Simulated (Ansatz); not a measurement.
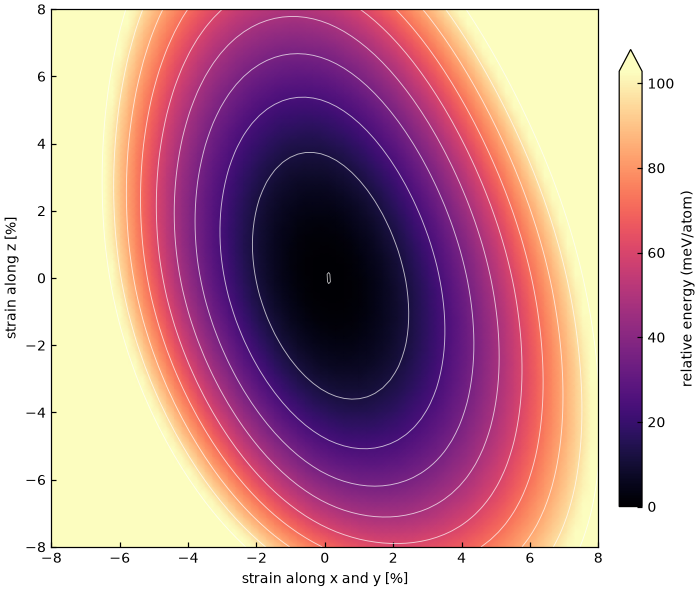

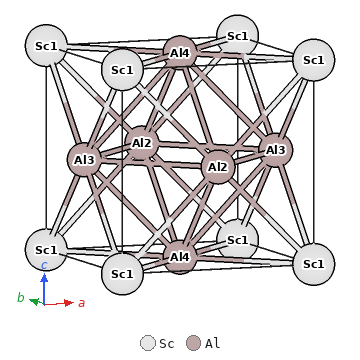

Energy landscape of ScAl3 (Pm-3m, No. 221; 4 atoms in the cell). 
- The cell is strained homogeneously, by one strain along x and y and another along z, with fractional coordinates fixed (x, y and z along the cube axes).
- Coordinates scanned: (1) strain along x and y; (2) strain along z.
- Grid: 5 × 5 points.
- Points are written as (first, second).
- All energies are given in meV/atom relative to the lowest grid point.
- Method: DFT PBE, scalar-relativistic, plane waves, PAW (Ansatz 0.2.0). Settings: cutoff 420 eV, k-mesh 12×12×12, gaussian smearing 0.15 eV, no spin polarisation.

In the figure: a smooth colour map with a few white contour lines, one colour for all values above the top of the scale. Between grid points the surface is interpolated. The second picture is the structure at the lowest point

Where are the wells?

The lowest grid point is at (0 %, 0 %). No other kind of well shows on this grid. The highest grid point, (−8 %, −8 %), lies 349 meV/atom above the lowest. Round the minimum the valley is somewhat tilted: raising strain along x and y shifts the best value of strain along z downwards (coupling k₁₂/√(k₁₁k₂₂) about 0.3).

The values on the grid:

| strain along z ↓, strain along x and y → | −8 | −4 | 0 | 4 | 8 |
| --- | --- | --- | --- | --- | --- |
| 8 | 189 | 72 | 53 | 105 | 208 |
| 4 | 177 | 44 | 14 | 59 | 155 |
| 0 | 192 | 43 | 0 | 33 | 120 |
| −4 | 246 | 77 | 17 | 35 | 107 |
| −8 | 349 | 154 | 71 | 68 | 117 |
